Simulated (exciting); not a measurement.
Two BSE runs for the Si K edge of SiO2 (Stishovite), space group P4_2/mnm. Run A: exciting, all-electron LAPW+lo, PBEsol, exchange and screened direct term (singlet BSE), 3×3×5 shifted k points, 18 conduction bands, |G+q| up to 3 bohr⁻¹, full RPA screening with nempty = 40, Lorentzian half width 0.45 eV. Run B differs in one setting: k mesh, kernel cutoff, basis, band set, screening or width.

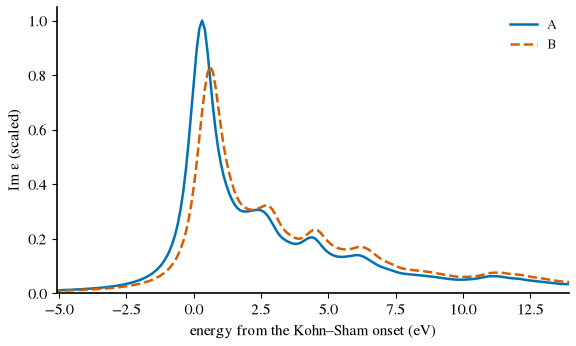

Energy from the Kohn–Sham onset, core level to the lowest empty state found on the meshes used; one zero for both, scaled to A's maximum.

Which is the likeliest?

The cutoff of the kernels (bohr⁻¹) from 3 to 1.5. Against run A the r.m.s. difference is 32 %. Moving the earlier curve by +0.3 eV leaves 13 %. The highest maximum lies at 0.6 eV (0.83), against 0.3 eV (1.00). The first bright state moves from 0.06 to 0.26 eV. The kernels miss the short-range part of the Coulomb interaction, its components above their cutoff. Other settings could leave a like mark; this is the change that was made.

[Hosts, paths, dates, database ids (printed as entryN), source tags and the programs' standing remarks are cut or masked in the printed files.]
